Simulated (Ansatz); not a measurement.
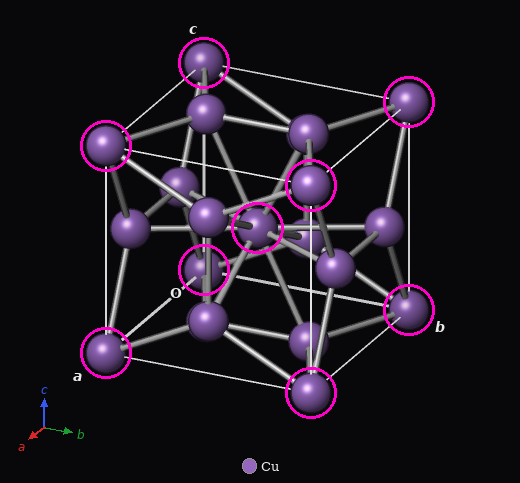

Crystal: Cu, coordinates from a relaxation with DFT, RPBE, plane waves (420 eV) with PAW, scalar-relativistic (Ansatz); the starting structure was generated, so it need not be a known form of this composition. One unit cell; the ringed atoms, with their copies on corners, edges and faces, form one crystallographic orbit. All values are computed from the atomic coordinates in the standard setting (tolerance 0.002 Å).

a = 4.671 Å, b = 4.671 Å, c = 4.671 Å, α = 90.00°, β = 90.00°, γ = 90.00°; space group No. 223, Pm-3n.

> Which Wyckoff position do the ringed atoms fill?

Cu on 2a, site symmetry m-3.: 48 operations a cell over 24 that keep the site give 2 atoms, with 0 free parameters.

> List their coordinates.

(0, 0, 0); (1/2, 1/2, 1/2).
